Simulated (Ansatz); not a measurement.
KI: band-structure calculation

The run: band-structure calculation of KI (Fm-3m, 2 atoms in the cell). Method and program: DFT, r2SCAN, plane waves, PAW, no spin polarisation (Ansatz 0.2.0).

The structure derives from an entry of the Crystallography Open Database. The geometry comes from this level: r2SCAN. Figures and captions count atoms from 1; the log counts them from 0 in places.

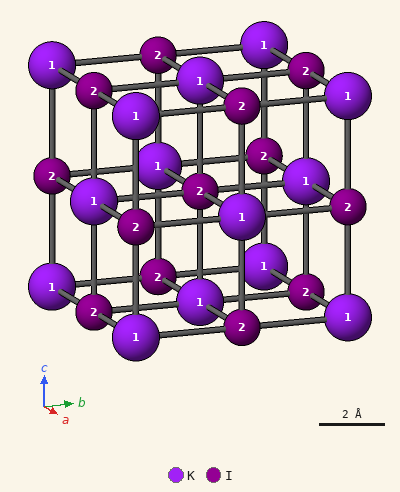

Fig. 1: The structure as given in the input (ball-and-stick view of the cell 4 times as large as that of the calculation, set on its symmetry axes, seen slightly off an axis; atoms are numbered from 1 in the order of the input). Near neighbours in the crystal (not all of them lie inside the picture): K has 6 I at 3.54 Å; I has 6 K at 3.54 Å.

Results in brief

- outcome: converged
- space group (tolerance 0.01 Å): Fm-3m (225)
- electrons treated: 26
- free energy: −9073.9214 eV
- Fermi energy: 1.847 eV
- gap on the k-point mesh: 4.59 eV
- pressure: 0.02 GPa
- largest force (length of the vector): under 0.001 eV/Å
- hardware: 2 threads of an x86-64 CPU, shared host
- wall time: 3.1 s (CPU time 5.7 s)
- peak memory: 0.74 GiB

Remarks

Spin-orbit coupling is left out, which matters for I.

The input
```yaml
crystal:
  lattice:
    - [0.0, 3.5445661589, 3.5445661589]
    - [3.5445661589, 0.0, 3.5445661589]
    - [3.5445661589, 3.5445661589, 0.0]
  atoms:
    - { symbol: K, position: [0.0, 0.0, 0.0] }
    - { symbol: I, position: [0.5, 0.5, 0.5] }
kpoints:
  mp_grid: { grid: [6, 6, 6] }
  band_path:
    path:
      - [0.0, 0.0, 0.0]
      - [0.5, 0.0, 0.5]
      - [0.625, 0.25, 0.625]
      - [0.375, 0.375, 0.75]
      - [0.5, 0.5, 0.5]
      - [0.5, 0.25, 0.75]
    npoints: 1
hamiltonian:
  xc: r2scan
scf:
  occupations: { method: fixed }
  n_extra_bands: 4
output:
  forces: true
  stress: true
  eigenvalues: true
  write_density: true
  write_potential: true
  elf: true
  volumetric_format: npy
```

Command:
```bash
ansatz run input.yaml --threads 2 --pin off --max-ram 2211MiB --backend cpu --events-out ev --progress --plain --runs-dir out
```

The program's output
```
scf.n_extra_bands = 4 over 13 filled bands (N_el = 26.0): the run solves 17 bands
Engine: ansatz 0.2.0, x86_64-unknown-linux-gnu
Pseudopotentials: kind: paw
Pseudopotential: K, paw, valence charge 9, recommended cutoff 500 eV (meta_gga), K.paw.azcp
Pseudopotential: I, paw, valence charge 17, recommended cutoff 500 eV (meta_gga), I.paw.azcp
Functional definition: r2SCAN
  parameter k0 = 0.174
  parameter k1 = 0.065
  parameter a1 = 4.9479
  exchange = r2scan_x(k0 = k0, k1 = k1, a1 = a1)
  correlation = r2scan_c
Crystal: 2 atoms, lattice volume = 89.067 Å³
Basis set: ecut = 500 eV, 2229 PW (Γ), exchange–correlation on 160×160×160 points (64 copies of the dense FFT grid, shifted against one another)
Bands: 17, of which v1, the nominal top of the filled ones, is band 13 counted from 1 (12 counted from 0)
Symmetry: 48 space group operations
Space group: Fm-3m (ITA 225), of the structure as read, at distance tolerance 4.5e-5 Å
k-points: 16 of 216
Non-local potential: K, projectors of the file, l = 0: 3, l = 1: 2, l = 2: 2
Non-local potential: I, projectors of the file, l = 0: 2, l = 1: 2, l = 2: 2, l = 3: 2
PAW form: soft (Blöchl's): semilocal exchange-correlation on the pseudo side does not see the compensation charge
PAW frozen core: K, regenerated for the run's functional (the file was generated under x = pbe(κ = 0.804, μ = 0.2195149727645171), c = pbe(β = 0.06672455060314922))
PAW frozen core: I, regenerated for the run's functional (the file was generated under x = pbe(κ = 0.804, μ = 0.2195149727645171), c = pbe(β = 0.06672455060314922))
PAW one-centre angular grid: K, 302 points (default); XC on 160 Gauss nodes
PAW one-centre angular grid: I, 590 points (default); XC on 160 Gauss nodes
Initial density: superposition of atomic densities (neutral atoms: chi_scale 0, normalization atom), corrected by the library's trained network
Initial wavefunctions: pseudopotential atomic-orbital guess
Functional: x = r2scan, c = r2scan; τ floored in thin density (d = 2e-4 eV/Å³)
SCF iter   1: F=—  HF=-9073.912527 eV  |F-HF|=—  |Δ(HF+E_count)|=         —  Δρ=2.49e-3  dr2=3.49e-3  dr2_τ=6.42e-4  ethr=1.77e-3  ⟨swp⟩=5.1  Hψ=1302  notcnv=0  defer=28
preconditioner: auto → none  [insulator: Δε(μ)=4.608 eV  Ē_g=14.542 eV  n_scr=14 (ndim 8)  ℏωp=14.7 eV  f_vac=0.143  ε∞_Penn≈2.0]
SCF iter   2: F=—  HF=-9073.921276 eV  |F-HF|=—  |Δ(HF+E_count)|=   8.75e-3  Δρ=9.83e-4  dr2=3.94e-4  dr2_τ=4.11e-5  ethr=1.34e-5  ⟨swp⟩=4.0  Hψ=658  notcnv=0  defer=32
SCF iter   3: F=—  HF=-9073.921423 eV  |F-HF|=—  |Δ(HF+E_count)|=   1.48e-4  Δρ=2.30e-4  dr2=2.35e-5  dr2_τ=4.15e-6  ethr=1.51e-6  ⟨swp⟩=2.0  Hψ=514  notcnv=0  defer=30
SCF iter   4: F=—  HF=-9073.921445 eV  |F-HF|=—  |Δ(HF+E_count)|=   2.14e-5  Δρ=9.69e-5  dr2=1.41e-5  dr2_τ=5.41e-7  ethr=9.02e-8  ⟨swp⟩=2.0  Hψ=512  notcnv=0  defer=30
SCF iter   5: F=—  HF=-9073.921439 eV  |F-HF|=—  |Δ(HF+E_count)|=   5.56e-6  Δρ=1.39e-5  dr2=2.77e-7  dr2_τ=9.58e-9  ethr=5.42e-8  ⟨swp⟩=2.0  Hψ=480  notcnv=0  defer=30
SCF iter   6: F=-9073.921439 eV  HF=-9073.921439 eV  |F-HF|=9.16e-9  |Δ(HF+E_count)|=   6.84e-9  Δρ=3.03e-6  dr2=1.06e-8  dr2_τ=4.42e-10  ethr=3.85e-10  ⟨swp⟩=13.1  Hψ=2377  notcnv=0
SCF 1 converged in 6 iterations: F = -9073.921439 eV  dr2 = 1.06e-8
  greatest PAW one-centre occupation: 0.998 electrons in one spin orbital (limit 2), on the I atom at site 1 (counted from 0), in its partial waves of l = 2
NSCF: frozen V_eff on 6 k-points
SCF converged after 6 iterations
Free energy (F): -9073.921439 eV
Harris-Foulkes:  -9073.921439 eV  (|F-HF|=9.16e-9)
Internal energy: -9073.921439 eV  (E = F + TS)
E sigma→0 (E₀):  -9073.921439 eV
Fermi energy:    1.847022 eV
--- Per-component energies (eV) ---
  E_band       = -545.667837
  E_kinetic    = 442.636820
  E_local      = -2840.187591  (includes V_loc(G=0)·N_el)
  E_nonlocal   = -77.387894
  E_hartree    = 1345.222574
  E_xc         = -255.018839
  E_vxc        = -326.327206  (∫ρ·V_xc dr)
  E_paw        = -5627.511716  (= ΣΔE_a)
  E_vpaw       = -454.364291  (= ΣTr[D̂ρ^β])
  E_aug_tail   = -0.000036  (compensation charges beyond the density's cutoff)
  E_vtau       = 19.523008  (kinetic-family band-sum trace: ∫τ·v_τ [+ j·A + Jᵃ·Aᵃ] dr)
  E_ewald      = -2061.551624
  E_core_change = -0.123132  (= ΣΔE_core)
  E_smearing   = -0.000000  (= −TS)
  E_closure    = 0.000000  (closes the sum)
  Σ components = -9073.921439   (vs F -9073.921439, Δ=0.00e0)
--- Forces (eV/Å), atoms counted from 1 ---
  atom   1  K     -0.00000000     0.00000000     0.00000000
  atom   2  I      0.00000000    -0.00000000     0.00000000
  max |Σ_I F_I| component: 5.22e-29 eV/Å
--- Stress (GPa, compression-positive) ---
        0.017502       0.000000      -0.000000
        0.000000       0.017502       0.000000
        0.000000       0.000000       0.017502
  P = ⅓ Tr σ = 0.0175 GPa (0.175 kbar)
--- Band table (eV; the first three rows and the last of 16) ---
  k-point 0: bands = ["-41.7375", "-41.7375", "-41.7338", "-41.7338", "-41.7338", "-27.7537", "-10.4677", "-10.4677", "-10.4677", "-8.9441", "1.8470", "1.8470", "1.8470", "6.4323", "8.9132", "8.9132", "8.9132"]
  k-point 1: bands = ["-41.7375", "-41.7375", "-41.7338", "-41.7338", "-41.7338", "-27.7532", "-10.5086", "-10.4681", "-10.4681", "-8.8698", "1.4474", "1.7593", "1.7593", "7.0402", "8.8023", "9.2159", "9.2159"]
  k-point 2: bands = ["-41.7375", "-41.7375", "-41.7338", "-41.7338", "-41.7338", "-27.7522", "-10.5816", "-10.4690", "-10.4690", "-8.7277", "0.8171", "1.5958", "1.5958", "7.7338", "9.4460", "9.9495", "9.9495"]
  k-point 15: bands = ["-41.7375", "-41.7375", "-41.7338", "-41.7338", "-41.7338", "-27.7511", "-10.5100", "-10.5044", "-10.4915", "-8.7494", "0.9754", "1.2860", "1.3156", "7.9957", "8.9558", "9.7968", "10.9188"]
```

File v_z.tsv
```
# z_ang	v_es[eV]	v_tot[eV]
# format = ansatz-planar-average/11
# xc	r2scan
# density_cutoff_ev	2000
# datasets	K=:simpson_from_first_knot:soft:shift=0	I=:simpson_from_first_knot:soft:shift=0
# lattice	0.000000000	3.544566159	3.544566159
# lattice	3.544566159	0.000000000	3.544566159
# lattice	3.544566159	3.544566159	0.000000000
# sites	2
# site	19	0.000000000	0.000000000	0.000000000
# site	53	3.544566159	3.544566159	3.544566159
0.000000	1.651111e0	-5.636852e0
0.125319	1.732994e0	-5.590582e0
0.250639	1.975376e0	-5.390076e0
0.375958	2.366972e0	-4.975430e0
0.501277	2.884484e0	-4.376669e0
0.626597	3.486023e0	-3.661250e0
0.751916	4.106882e0	-2.935286e0
0.877235	4.663671e0	-2.296648e0
1.002555	5.069678e0	-1.816032e0
1.127874	5.246443e0	-1.610734e0
1.253193	5.159350e0	-1.747395e0
1.378513	4.865890e0	-2.156914e0
1.503832	4.484124e0	-2.755789e0
1.629151	4.130378e0	-3.436924e0
1.754471	3.886949e0	-4.026342e0
1.879790	3.789109e0	-4.408750e0
2.005109	3.830025e0	-4.579982e0
2.130429	3.969987e0	-4.598348e0
2.255748	4.146839e0	-4.541334e0
2.381067	4.290751e0	-4.470812e0
2.506387	4.345879e0	-4.438156e0
2.631706	4.290751e0	-4.470812e0
2.757025	4.146839e0	-4.541334e0
2.882345	3.969987e0	-4.598348e0
3.007664	3.830025e0	-4.579982e0
3.132983	3.789109e0	-4.408750e0
3.258303	3.886949e0	-4.026342e0
3.383622	4.130378e0	-3.436924e0
3.508941	4.484124e0	-2.755789e0
3.634261	4.865890e0	-2.156914e0
3.759580	5.159350e0	-1.747395e0
3.884899	5.246443e0	-1.610734e0
4.010219	5.069678e0	-1.816032e0
4.135538	4.663671e0	-2.296648e0
4.260858	4.106882e0	-2.935286e0
4.386177	3.486023e0	-3.661250e0
4.511496	2.884484e0	-4.376669e0
4.636816	2.366972e0	-4.975430e0
4.762135	1.975376e0	-5.390076e0
4.887454	1.732994e0	-5.590582e0
```

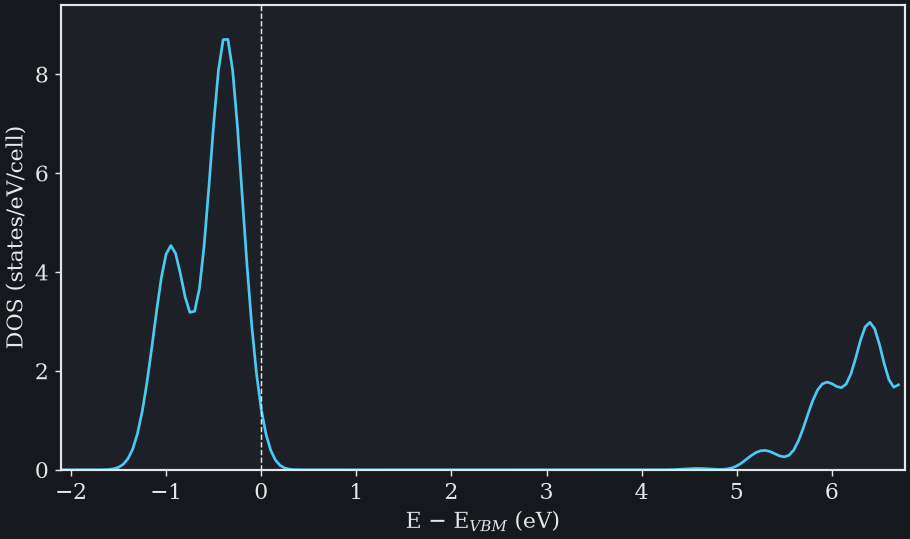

Fig. 2: Density of states (the curve is built from the levels of the k mesh with Gaussians 0.3 eV wide, which also blur the band edges), with energies from the valence-band top. There is a gap of 4.59 eV on the k-point mesh. Small ripples come from the finite k-point mesh.

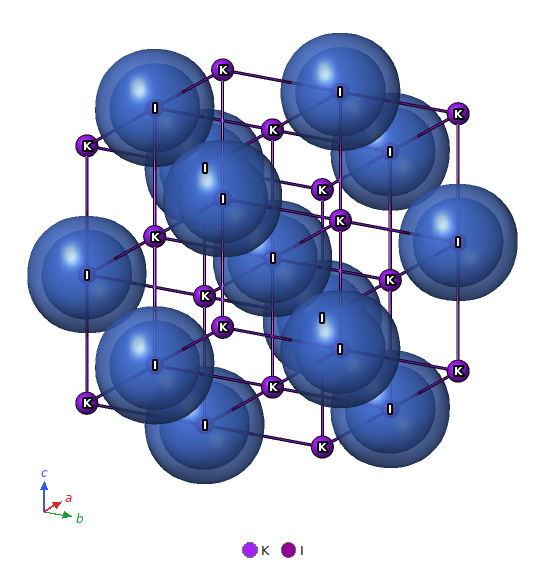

Fig. 3: Isosurface of the electron localisation function at 0.75 (blue), seen at an oblique angle. Core shells and regions of very low density are left out. Sticks mark near contacts. The outline is the cell set on symmetry axes. Along the contacts the grid gives the following. K–I (3.54 Å): the ELF peaks at about 0.80 in the valence shell of I, 1.3 Å from its nucleus, and drops to about 0 between the two atoms, which marks a closed-shell, largely ionic contact. Core electrons are frozen (PAW), so the fields are smoothed inside the atomic spheres.

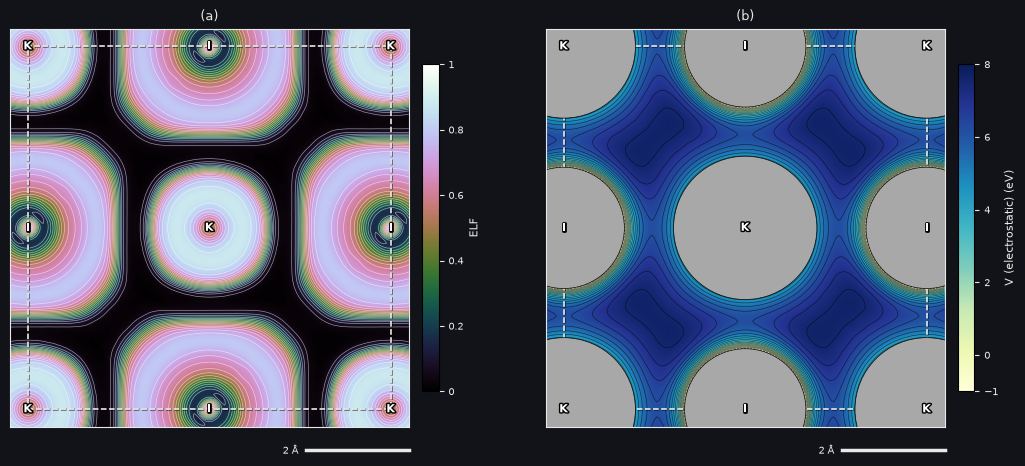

Fig. 4: (a) electron localisation function; (b) electrostatic potential energy of an electron on the (001) plane of the conventional cell. Grey discs, where drawn, cover atomic cores. The section cuts through K and I sites. K–I (3.54 Å): the ELF peaks at about 0.80 in the valence shell of I, 1.3 Å from its nucleus, and drops to about 0 between the two atoms (ionic bonding with no shared pair). The strong features right at K lie inside the PAW spheres (semicore, d or f shells) and say nothing about bonding. Outside the cores the potential energy rises away from the atoms and is highest about 2.1 Å from the nearest atoms; outside the discs it spans about 8 eV, and its zero is arbitrary.
